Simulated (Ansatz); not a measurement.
# Ga₂O₃: geometry relaxation (part 2 of 2)

Continued. System: Ga₂O₃ (C2/m, 10 atoms in the cell). Method: DFT PBE, scalar-relativistic, plane waves, PAW, no spin polarisation (Ansatz 0.2.0); cutoff 420 eV, 10×10×6 k-mesh, Gaussian smearing of 0.02 eV. The structure derives from a Materials Project entry. It belongs to a series of runs on one base structure; here: structure listed in a database for this formula (C2/m, No. 12).

Geometry of the input (Å; fractional positions):
```
6.2218  -1.5421  0.0000
6.2218  1.5421  0.0000
-1.3937  0.0000  5.7133
Ga 0.3417  0.3417  0.6857
Ga 0.6583  0.6583  0.3143
Ga 0.9099  0.9099  0.2050
Ga 0.0901  0.0901  0.7950
O  0.5041  0.5041  0.7435
O  0.4959  0.4959  0.2565
O  0.8263  0.8263  0.4357
O  0.1737  0.1737  0.5643
O  0.1635  0.1635  0.1093
O  0.8365  0.8365  0.8907
```

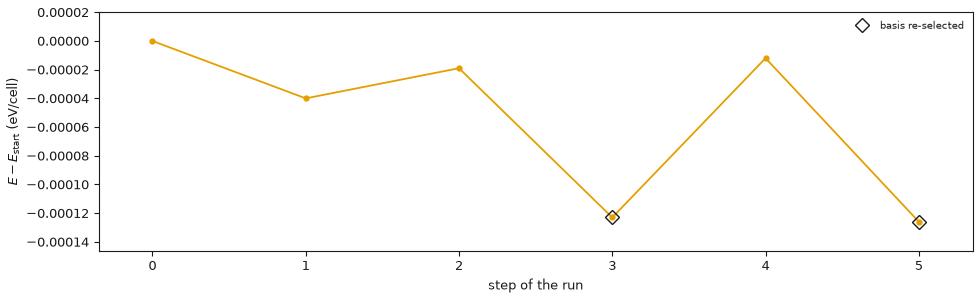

**Figure 1.** Progress of the relaxation, step by step (the first geometry is step 0 here and step 1 in the log). The energy falls by next to nothing (0.0 meV per cell of the calculation) in 3 geometry steps. The largest force component goes from 0.017 to 0.0075 eV/Å. Pressure: 0.01 GPa at the start and −0.01 GPa at the end. The basis was re-selected once at an unchanged geometry, which shifts the energy a little without any move. The atoms keep their places relative to the cell (all moves are under 0.005 Å). The space group stays C2/m (No. 12). The energy change given includes the shifts at the re-selections in mid-walk, which come without any move. A last SCF at the same geometry on a re-selected plane-wave basis shifts the energy by −0.1 meV per cell of the calculation. (Atoms are counted from 1 in the order of the input.)

```
basis re-selected at this cell: Δ(F+E_penalty+E_count) = -1.135e-4 eV, ΔP = +0.001 GPa vs the last step (what re-selecting the basis moved, of the pressure what is left beyond the Pulay correction that the steps carried, after the strain that the cell walked since its last selection, with what the two solves' SCF thresholds leave and, on support functions, any second-order correction that the steps lacked; it is no measure of the basis error at this ecutwfc). This SCF's stress stands 1.61e-2 GPa from its target on what of the cell is left free (relax.cell.stress_tol is 5.00e-2 GPa) and its largest allowed force component is 7.50e-3 eV/Å (relax.f_tol is 1.00e-2 eV/Å): within both
SCF converged after 4 iterations
Free energy (F): -18540.119119 eV
Harris-Foulkes:  -18540.119119 eV  (|F-HF|=2.18e-11)
Internal energy: -18540.119119 eV  (E = F + TS)
E sigma→0 (E₀):  -18540.119119 eV
Fermi energy:    8.560739 eV
--- Per-component energies (eV) ---
  E_band       = -146.657188
  E_kinetic    = 1514.152339
  E_local      = -9273.258991  (includes V_loc(G=0)·N_el)
  E_nonlocal   = 2020.200499
  E_hartree    = 4151.661629
  E_xc         = -710.587841
  E_vxc        = -787.652748  (∫ρ·V_xc dr)
  E_paw        = -8942.044130  (= ΣΔE_a)
  E_vpaw       = -1923.435607  (= ΣTr[D̂ρ^β])
  E_aug_tail   = 0.014305  (compensation charges beyond the density's cutoff)
  E_ewald      = -7300.256929
  E_smearing   = -0.000000  (= −TS)
  E_closure    = 0.000000  (closes the sum)
  Σ components = -18540.119119   (vs F -18540.119119, Δ=0.00e0)
--- Forces (eV/Å), atoms counted from 1 ---
  atom   1  Ga     0.00684802    -0.00000000     0.00554296
  atom   2  Ga    -0.00684802     0.00000000    -0.00554296
  atom   3  Ga     0.00750245    -0.00000000    -0.00304774
  atom   4  Ga    -0.00750245     0.00000000     0.00304774
  atom   5  O     -0.00023535    -0.00000000    -0.00242308
  atom   6  O      0.00023535     0.00000000     0.00242308
  atom   7  O     -0.00317530    -0.00000000     0.00252528
  atom   8  O      0.00317530     0.00000000    -0.00252528
  atom   9  O      0.00682402    -0.00000000     0.00339187
  atom  10  O     -0.00682402     0.00000000    -0.00339187
  max |Σ_I F_I| component: 8.67e-19 eV/Å
--- Stress (GPa, compression-positive) ---
       -0.003225       0.000000       0.000064
        0.000000      -0.016057       0.000000
        0.000064       0.000000       0.001477
  P = ⅓ Tr σ = -0.0059 GPa (-0.059 kbar)
--- Band table (eV; the first three rows and the last of 172) ---
  k-point 0: bands = ["-11.0524", "-10.0028", "-9.9752", "-9.8743", "-9.4300", "-9.4272", "-5.4267", "-5.3976", "-5.3930", "-5.3355", "-5.2470", "-5.2467", "-5.2309", "-5.2307", "-5.1715", "-5.0655", "-5.0527", "-5.0494", "-5.0325", "-5.0175", "-5.0114", "-4.9730", "-4.9630", "-4.8466", "-4.7191", "-4.6489", "0.7418", "1.7776", "2.8623", "3.5571", "4.1785", "4.9738", "5.1052", "5.4174", "5.6371", "5.6964", "5.9645", "6.0073", "6.5807", "6.8572", "6.8971", "7.0901", "7.2700", "7.5357", "9.5653", "12.9303", "13.8470", "14.0228", "15.1109", "15.9671", "16.5525", "16.7702", "18.5449", "19.5764"]
  k-point 1: bands = ["-11.0059", "-10.0920", "-9.9842", "-9.8273", "-9.4717", "-9.3969", "-5.4197", "-5.3986", "-5.3937", "-5.3348", "-5.2857", "-5.2407", "-5.2395", "-5.2222", "-5.1697", "-5.0679", "-5.0611", "-5.0571", "-5.0442", "-5.0238", "-5.0105", "-4.9620", "-4.9619", "-4.8282", "-4.7770", "-4.5543", "0.8579", "1.9169", "2.7293", "3.5765", "4.2294", "4.9745", "5.2082", "5.3657", "5.5824", "5.6323", "5.8764", "5.9678", "6.4570", "6.9049", "6.9161", "6.9194", "7.2357", "7.3174", "10.0634", "13.0576", "13.6950", "14.1184", "14.9558", "16.0956", "16.3430", "16.9595", "18.7853", "19.6038"]
  k-point 2: bands = ["-10.8850", "-10.2710", "-9.9959", "-9.7594", "-9.5042", "-9.3946", "-5.4027", "-5.4000", "-5.3954", "-5.3406", "-5.3300", "-5.2773", "-5.2266", "-5.2024", "-5.1702", "-5.0788", "-5.0752", "-5.0717", "-5.0585", "-5.0267", "-5.0089", "-4.9605", "-4.9416", "-4.8300", "-4.7956", "-4.4482", "1.1909", "2.1167", "2.5331", "3.5275", "4.3778", "5.0009", "5.0355", "5.3981", "5.5044", "5.6297", "5.7172", "6.0094", "6.2167", "6.4341", "6.9187", "6.9936", "7.0416", "7.2766", "11.0155", "12.8598", "13.6692", "14.2671", "14.9668", "15.5407", "16.8580", "17.1091", "19.0126", "19.1869"]
  k-point 171: bands = ["-10.6727", "-10.3070", "-10.1488", "-9.8415", "-9.5572", "-9.3405", "-5.4110", "-5.4047", "-5.4037", "-5.3844", "-5.3321", "-5.3290", "-5.2268", "-5.2123", "-5.1870", "-5.1719", "-5.0880", "-5.0866", "-5.0667", "-5.0601", "-5.0065", "-4.9832", "-4.9584", "-4.9058", "-4.4291", "-4.2851", "2.0188", "2.2699", "2.4550", "2.9601", "4.0787", "4.5339", "4.7597", "4.9888", "5.2021", "5.4953", "5.7643", "6.3437", "6.6383", "6.8506", "6.9179", "6.9215", "6.9712", "7.5460", "12.3122", "12.5381", "13.3760", "13.6610", "14.3655", "15.0198", "17.0609", "17.4353", "18.9536", "19.3020"]
--- Relaxed structure (4 steps of the walk, 4 accepted, 2 SCFs on fresh bases) ---
  F+E_penalty+E_count = -18540.11911876 eV   max|allowed force component| = 7.502e-3 eV/Å   (the final SCF, on the basis selected at the relaxed cell)
  cell:  # Å, volume = 109.6687 Å³
    - [6.227991288154089, -1.5418084394467146, 0.0010514119730620746]
    - [6.227991288154089, 1.5418084394467146, 0.001051411973062075]
    - [-1.394139826658514, 1.013723224547335e-18, 5.710264668942447]
  atoms:
    - { symbol: Ga, position: [0.3414874775613903, 0.3414874775613903, 0.6858124944307833] }
    - { symbol: Ga, position: [0.6585125224386098, 0.6585125224386098, 0.3141875055692169] }
    - { symbol: Ga, position: [0.9100921114029761, 0.9100921114029761, 0.2053636742770211] }
    - { symbol: Ga, position: [0.08990788859702398, 0.08990788859702398, 0.794636325722979] }
    - { symbol: O, position: [0.5039788704496354, 0.5039788704496354, 0.7432515381910911] }
    - { symbol: O, position: [0.49602112955036465, 0.49602112955036465, 0.2567484618089088] }
    - { symbol: O, position: [0.8262757813337288, 0.8262757813337288, 0.4355854737078445] }
    - { symbol: O, position: [0.17372421866627116, 0.17372421866627116, 0.5644145262921556] }
    - { symbol: O, position: [0.16336936443521333, 0.16336936443521333, 0.10917920456815006] }
    - { symbol: O, position: [0.8366306355647868, 0.8366306355647868, 0.89082079543185] }
```

Trajectory as extended XYZ (Å, eV, eV/Å), 6 frames, from step=1 to step=6:
```
10
Lattice="6.2218 -1.5421 0.0000 6.2218 1.5421 0.0000 -1.3937 0.0000 5.7133" Properties=species:S:1:pos:R:3:forces:R:3 step=1 energy=-18540.11899 pressure_GPa=0.01
Ga    3.2957    0.0000    3.9178   -0.0171   0.0000   0.0009
Ga    7.7543    0.0000    1.7955    0.0171   0.0000  -0.0009
Ga   11.0364    0.0000    1.1713    0.0109   0.0000   0.0074
Ga    0.0135    0.0000    4.5420   -0.0109   0.0000  -0.0074
O     5.2364    0.0000    4.2477    0.0131   0.0000  -0.0006
O     5.8136    0.0000    1.4656   -0.0131   0.0000   0.0006
O     9.6751    0.0000    2.4890   -0.0007   0.0000   0.0040
O     1.3749    0.0000    3.2243    0.0007   0.0000  -0.0040
O     1.8828    0.0000    0.6245    0.0014   0.0000   0.0140
O     9.1672    0.0000    5.0888   -0.0014   0.0000  -0.0140
10
Lattice="6.2237 -1.5422 -0.0002 6.2237 1.5422 -0.0002 -1.3944 0.0000 5.7111" Properties=species:S:1:pos:R:3:forces:R:3 step=2 energy=-18540.11903 pressure_GPa=0.01
Ga    3.2959    0.0000    3.9161   -0.0125   0.0000   0.0037
Ga    7.7572    0.0000    1.7946    0.0125   0.0000  -0.0037
Ga   11.0407    0.0000    1.1711    0.0083   0.0000   0.0040
Ga    0.0124    0.0000    4.5396   -0.0083   0.0000  -0.0040
O     5.2373    0.0000    4.2449    0.0125   0.0000   0.0038
O     5.8158    0.0000    1.4657   -0.0125   0.0000  -0.0038
O     9.6782    0.0000    2.4877   -0.0044   0.0000   0.0023
O     1.3749    0.0000    3.2230    0.0044   0.0000  -0.0023
O     1.8832    0.0000    0.6242   -0.0008   0.0000   0.0074
O     9.1698    0.0000    5.0865    0.0008   0.0000  -0.0074
10
Lattice="6.2260 -1.5420 0.0008 6.2260 1.5420 0.0008 -1.3939 0.0000 5.7102" Properties=species:S:1:pos:R:3:forces:R:3 step=3 energy=-18540.11901 pressure_GPa=-0.00
Ga    3.2970    0.0000    3.9165   -0.0049   0.0000   0.0011
Ga    7.7611    0.0000    1.7954    0.0049   0.0000  -0.0011
Ga   11.0457    0.0000    1.1732    0.0028   0.0000   0.0024
Ga    0.0124    0.0000    4.5386   -0.0028   0.0000  -0.0024
O     5.2398    0.0000    4.2452    0.0041   0.0000   0.0029
O     5.8183    0.0000    1.4666   -0.0041   0.0000  -0.0029
O     9.6820    0.0000    2.4891   -0.0011   0.0000  -0.0003
O     1.3761    0.0000    3.2227    0.0011   0.0000   0.0003
O     1.8840    0.0000    0.6242   -0.0019   0.0000   0.0012
O     9.1741    0.0000    5.0876    0.0019   0.0000  -0.0012
10
Lattice="6.2260 -1.5420 0.0008 6.2260 1.5420 0.0008 -1.3939 0.0000 5.7102" Properties=species:S:1:pos:R:3:forces:R:3 step=4 energy=-18540.11912 pressure_GPa=-0.00
Ga    3.2970    0.0000    3.9165   -0.0051   0.0000   0.0012
Ga    7.7611    0.0000    1.7954    0.0051   0.0000  -0.0012
Ga   11.0457    0.0000    1.1732    0.0029   0.0000   0.0024
Ga    0.0124    0.0000    4.5386   -0.0029   0.0000  -0.0024
O     5.2398    0.0000    4.2452    0.0042   0.0000   0.0029
O     5.8183    0.0000    1.4666   -0.0042   0.0000  -0.0029
O     9.6820    0.0000    2.4891   -0.0011   0.0000  -0.0003
O     1.3761    0.0000    3.2227    0.0011   0.0000   0.0003
O     1.8840    0.0000    0.6242   -0.0019   0.0000   0.0012
O     9.1741    0.0000    5.0876    0.0019   0.0000  -0.0012
10
Lattice="6.2280 -1.5418 0.0011 6.2280 1.5418 0.0011 -1.3941 0.0000 5.7103" Properties=species:S:1:pos:R:3:forces:R:3 step=5 energy=-18540.11901 pressure_GPa=-0.01
Ga    3.2974    0.0000    3.9169    0.0068   0.0000   0.0055
Ga    7.7644    0.0000    1.7955   -0.0068   0.0000  -0.0055
Ga   11.0498    0.0000    1.1746    0.0075   0.0000  -0.0030
Ga    0.0121    0.0000    4.5378   -0.0075   0.0000   0.0030
O     5.2414    0.0000    4.2452   -0.0002   0.0000  -0.0024
O     5.8205    0.0000    1.4671    0.0002   0.0000   0.0024
O     9.6848    0.0000    2.4890   -0.0032   0.0000   0.0025
O     1.3770    0.0000    3.2233    0.0032   0.0000  -0.0025
O     1.8827    0.0000    0.6238    0.0068   0.0000   0.0034
O     9.1791    0.0000    5.0886   -0.0068   0.0000  -0.0034
10
Lattice="6.2280 -1.5418 0.0011 6.2280 1.5418 0.0011 -1.3941 0.0000 5.7103" Properties=species:S:1:pos:R:3:forces:R:3 step=6 energy=-18540.11912 pressure_GPa=-0.01
Ga    3.2974    0.0000    3.9169    0.0068   0.0000   0.0055
Ga    7.7644    0.0000    1.7955   -0.0068   0.0000  -0.0055
Ga   11.0498    0.0000    1.1746    0.0075   0.0000  -0.0030
Ga    0.0121    0.0000    4.5378   -0.0075   0.0000   0.0030
O     5.2414    0.0000    4.2452   -0.0002   0.0000  -0.0024
O     5.8205    0.0000    1.4671    0.0002   0.0000   0.0024
O     9.6848    0.0000    2.4890   -0.0032   0.0000   0.0025
O     1.3770    0.0000    3.2233    0.0032   0.0000  -0.0025
O     1.8827    0.0000    0.6238    0.0068   0.0000   0.0034
O     9.1791    0.0000    5.0886   -0.0068   0.0000  -0.0034
```

Results in brief:

- outcome: converged
- space group (tolerance 0.01 Å): C2/m (12)
- electrons treated: 88
- free energy: −18540.1191 eV
- Fermi energy: 8.561 eV
- gap on the k-point mesh: 2.01 eV
- pressure: −0.01 GPa
- final volume: 109.67 Å³
- largest force (length of the vector) at the end: 0.009 eV/Å
- final cell: a = 6.416 Å, b = 6.416 Å, c = 5.878 Å, α = 103.30°, β = 103.30°, γ = 27.81°
- hardware: 4 threads of Intel Xeon (Granite Rapids), 192 GiB of memory available, shared host
- wall time: 39 s (CPU time 2.5 min)
- peak memory: 1 GiB
